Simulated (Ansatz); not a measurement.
Al, as given below.

```
CELL_PARAMETERS angstrom
2.72184 0.00000 0.00000
0.00000 2.72184 0.00000
0.00000 0.00000 2.72184
ATOMIC_POSITIONS crystal
Al 0.00000 0.00000 0.00000
```

Basis of the simulation: the end point of a relaxation with DFT, PBE, plane waves (420 eV) with PAW, scalar-relativistic in Ansatz 0.2.0; the starting structure was generated, so it need not be a known form of this composition.

Question: Where will the first 2 clear peaks of its neutron PDF lie (peak width σ = 0.08 Å), and from which pairs do they come?

Answer: 1. 2.72 Å: Al–Al at 2.72 Å
2. 3.85 Å: Al–Al at 3.85 Å

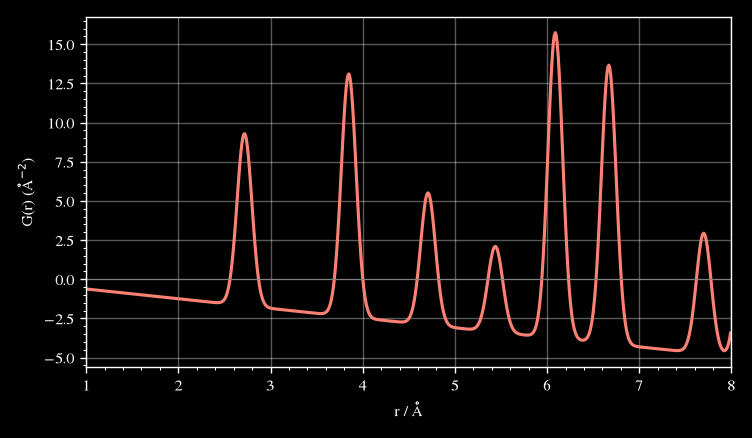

Simulated neutron pair distribution function, G(r) = R(r)/r − 4πρ₀r, summed over the atomic distances of the structure with each pair weighted by the product of the tabulated coherent neutron scattering lengths (natural isotope mix where the element has one); every distance is a Gaussian of σ = 0.08 Å, damped by exp(−(Q_damp r)²/2) with Q_damp = 0.020 Å⁻¹. No termination ripples are included.
